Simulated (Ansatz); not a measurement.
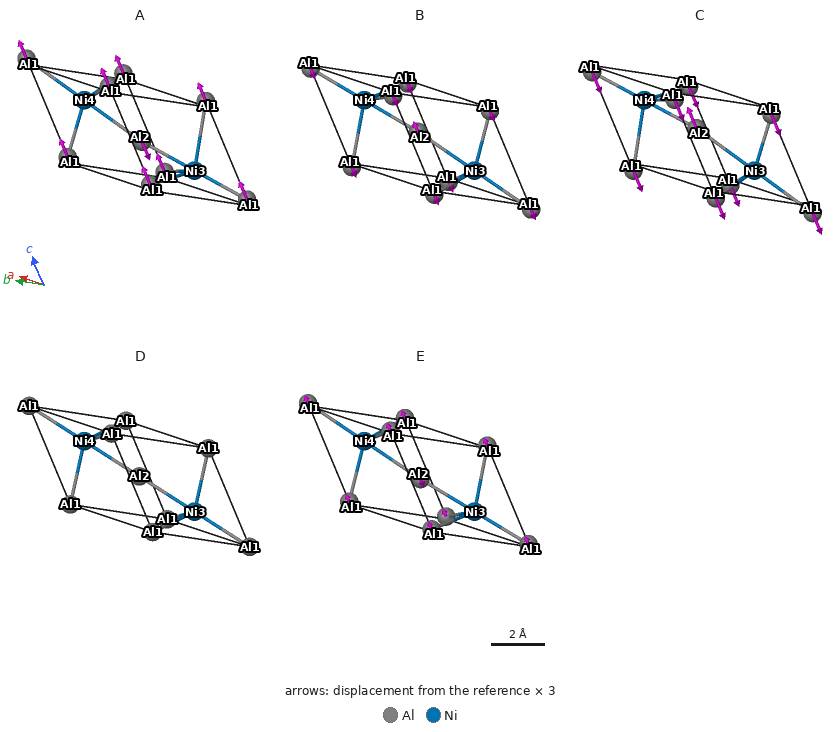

Energy scan for crystalline AlNi (Pm-3m), in which a normal mode of wave vector (1/2, 1/2, 1/2) of the primitive cell, folded into a doubled cell, (one arbitrary combination within a set of 3 degenerate modes) is frozen in with the cell fixed, the amplitude being the largest displacement of an atom. A ball-and-stick model of the cell of the calculation, seen from a free direction. Purple arrows: displacements from the reference.

Method: Ansatz, DFT PBE, scalar-relativistic, plane waves, PAW. (plane-wave cutoff 420 eV; k-point mesh 18 × 18 × 18; occupations gaussian; smearing width 0.15 eV; no spin polarisation). Energies (free energies at the smearing named) are counted from the relaxed crystal.

Rank the frames from lowest to highest energy.

Lowest first: D (the amplitude 0.00 Å, 0 meV/cell), E (the amplitude 0.1125 Å, 136 meV/cell), B (the amplitude −0.15 Å, 245 meV/cell), A (the amplitude 0.2625 Å, 778 meV/cell), C (the amplitude −0.30 Å, 1033 meV/cell). Over the whole scan: the harmonic wavenumber of the mode is 328 cm⁻¹, a stable vibration. Of the computed points the lowest is at the amplitude 0.00 Å, 0 meV/cell. The well is symmetric. At the highest point the shortest interatomic distance is 2.27 Å, against 2.50 Å in the reference.
